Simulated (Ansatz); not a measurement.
# MoS2: what the fields show

The calculation's input:

```
crystal:
  lattice:
    - [3.169, 0.0, 0.0]
    - [-1.5845, 2.7444345046, 0.0]
    - [0.0, 0.0, 12.324]
  atoms:
    - { symbol: Mo, position: [0.6666666667, 0.3333333333, 0.75] }
    - { symbol: Mo, position: [0.3333333333, 0.6666666667, 0.25] }
    - { symbol: S, position: [0.6666666667, 0.3333333333, 0.377] }
    - { symbol: S, position: [0.3333333333, 0.6666666667, 0.877] }
    - { symbol: S, position: [0.6666666667, 0.3333333333, 0.123] }
    - { symbol: S, position: [0.3333333333, 0.6666666667, 0.623] }
hamiltonian:
  xc: pbe
  pseudopotentials: { kind: paw }
  dispersion: d4
kpoints:
  mp_grid: { grid: [10, 10, 3] }
scf:
  occupations: { method: fermi_dirac, width: 0.05 }
output:
  forces: true
  stress: true
  write_density: true
  write_potential: true
  elf: true
  volumetric_format: npy
relax:
  f_tol: 0.01
  max_steps: 40
  cell: { stress_tol: 0.05 }
```

Command:

```sh
ansatz run input.yaml --threads 2 --pin off --max-ram 5632MiB --backend cpu --events-out ev --progress --plain --runs-dir out
```

Below, planes, directions and counts refer to the conventional cell (a = 3.15 Å, b = 3.15 Å, c = 12.16 Å, α = 90.00°, β = 90.00°, γ = 120.00°).

The fields are those of the relaxed geometry.

Space group P6₃/mmc.

Level of theory: Kohn-Sham DFT of a periodic cell, PBE with D4, Ansatz PAW in Ansatz 0.2.0.

Core electrons are frozen (PAW), and the valence fields are smoothed inside the atomic spheres.

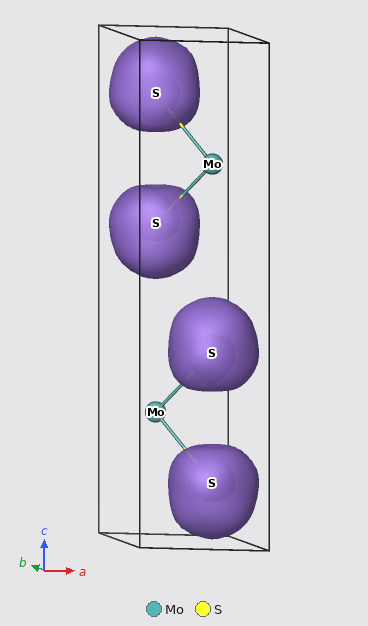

Figure 1. Isosurface of the ELF at 0.7 (purple), seen slightly off an axis. Only the valence region is drawn (cores and ρ < 0.01 e/Å³ removed). Sticks mark near contacts.

What do the ELF domains correspond to?

Answer. The ELF exceeds this value in four regions wrapped around S (the valence shell of each), counted in one cell of 6 atoms. Any copies at cell faces, edges or corners count once. Along the contacts the grid gives the following. Mo–S (2.40 Å): the ELF peaks at about 0.85 in the valence shell of S, 0.8 Å from its nucleus, and is about 0.45 at the midpoint.

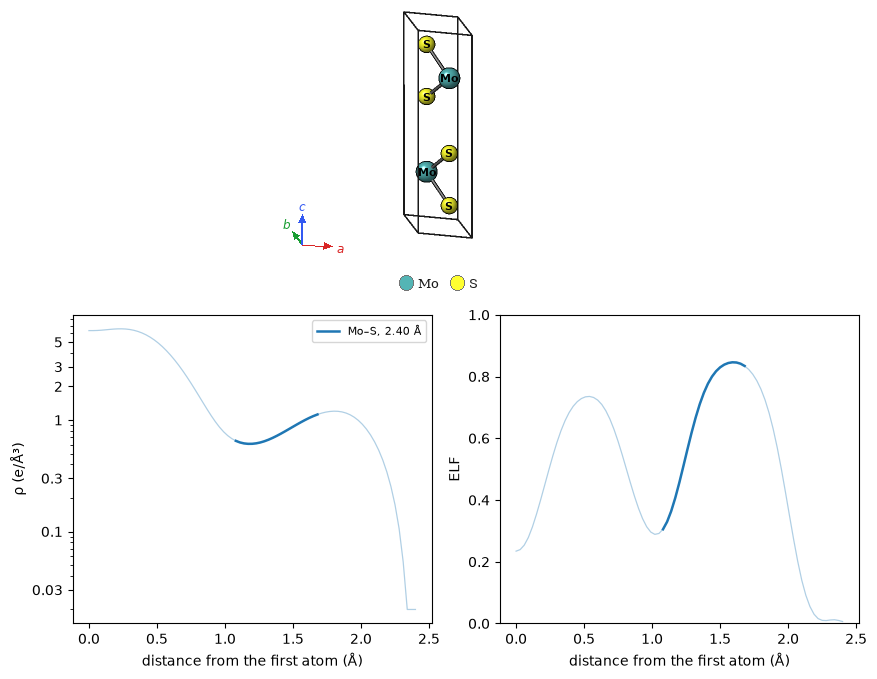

Figure 2. Valence pseudo-density and ELF along straight lines between neighbouring atoms. Thin, pale parts lie inside the atomic spheres. The structure is drawn too.

What can be read from the curves?

Answer. Mo–S (2.40 Å): ρ is about 0.61 e/Å³ halfway; the ELF peaks at about 0.85 in the valence shell of S, 0.8 Å from its nucleus, and is about 0.45 at the midpoint.

Metal or insulator at this level of theory?

Answer. It is gapped, with a Kohn–Sham gap of 0.86 eV on the k-point mesh, an upper bound to the gap of this method.
